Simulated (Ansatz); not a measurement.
Zn₂₄HO₂₄ (cell charge +1, with a compensating background) (cell with a defect)

Zn₂₄HO₂₄ (cell charge +1, with a compensating background) (cell with a defect), 49 atoms, a = 8.43 Å, b = 8.43 Å, c = 8.43 Å, α = 84.74°, β = 84.74°, γ = 84.74°.

The calculation used DFT PBE, scalar-relativistic, plane waves, PAW in Ansatz 0.2.0.

Core electrons are frozen (PAW), and the valence fields are smoothed inside the atomic spheres.

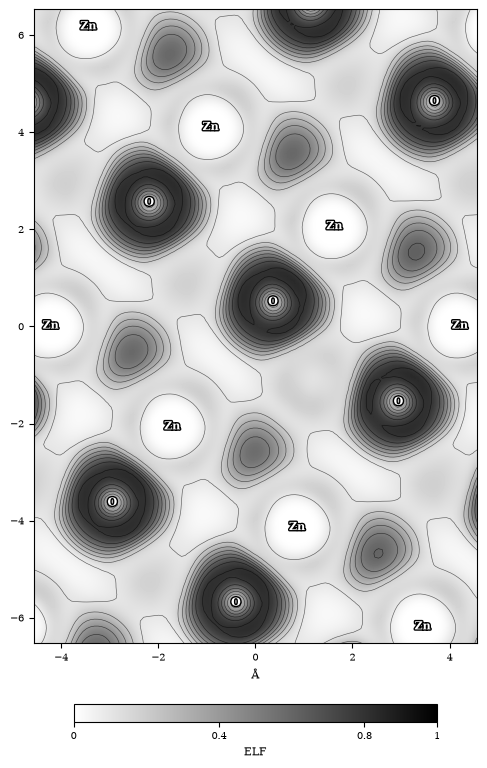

Figure 1. ELF on the (11̄0) plane of the calculation cell.

Question: Describe what can be read from this map.

Answer:
- The plane passes through Zn and O nuclei.
- Atoms just off the plane (Zn, 0.7 Å away and O, 0.9 Å away) can leave unmarked features too.
- Zn–O (2.00 Å): the ELF peaks at about 0.85 in the valence shell of O, 0.6 Å from its nucleus, and is about 0.25 at the midpoint: no shared electron pair shows on this line.
- Zn–O (2.01 Å): the ELF peaks at about 0.85 in the valence shell of O, 0.6 Å from its nucleus, and is about 0.25 at the midpoint (no shared electron pair shows on this line).

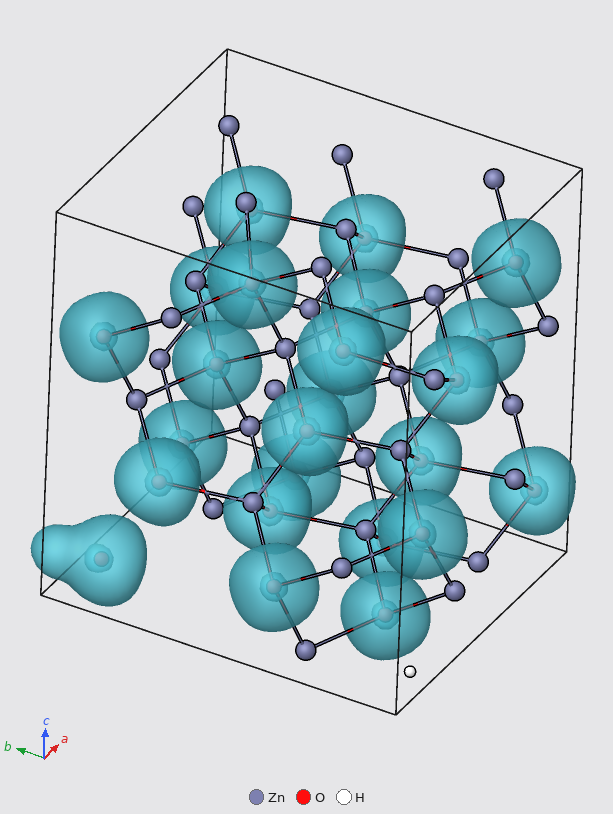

Figure 2. Isosurface of the electron localisation function at 0.6 (cyan), seen at an oblique angle. Core shells and regions of very low density are left out. Sticks mark near contacts.

Question: Describe the localisation domains.

Answer: At this value the surface marks out 23 regions wrapped around O (the valence shell of each) and one joined region spread over several atoms (H, O), in which their bonds and any lone pairs are merged, counted in one cell of 49 atoms. Any copies at cell faces, edges or corners count once. Profiles from the grid: O–H (0.99 Å): the ELF climbs to about 1 towards the hydrogen, as it does in any bond to H (a covalent bond by its length). Zn–O (1.92 Å): the ELF peaks at about 0.80 in the valence shell of O, 0.6 Å from its nucleus, and is about 0.30 at the midpoint; no localised pair shows between them.

Question: Metal or insulator at this level of theory?

Answer: It is gapped, with a Kohn–Sham gap of 2.0 eV on the k-point mesh (the band edges may lie off the mesh, which would make the gap smaller).
